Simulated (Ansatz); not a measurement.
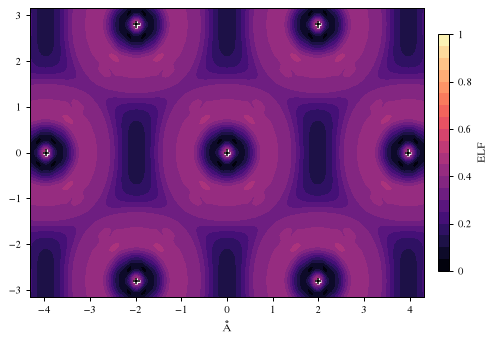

The electron localisation function on a plane through atoms (crosses mark nuclei in the plane).

Computed with Kohn-Sham DFT of a periodic cell, PBEsol0, Ansatz PAW (Ansatz 0.2.0).

Candidates:
A. Li, a = 3.48 Å, b = 3.48 Å, c = 3.48 Å, α = 90.00°, β = 90.00°, γ = 90.00°. Space group Im-3m.
B. Nb, a = 3.33 Å, b = 3.33 Å, c = 3.33 Å, α = 90.00°, β = 90.00°, γ = 90.00°. Space group Im-3m; computed pressure about −13 GPa in this cell.
C. Bi, a = 3.96 Å, b = 3.96 Å, c = 3.96 Å, α = 90.00°, β = 90.00°, γ = 90.00°. Space group Im-3m; a structure from a database of computed crystals, not necessarily the ambient phase; computed pressure about −3 GPa in this cell.

> Which candidate gave the map?

Candidate C: Bi on the (011) plane of the conventional cell, which holds Bi. Bi–Bi (3.43 Å): the ELF is about 0.35 at the midpoint.
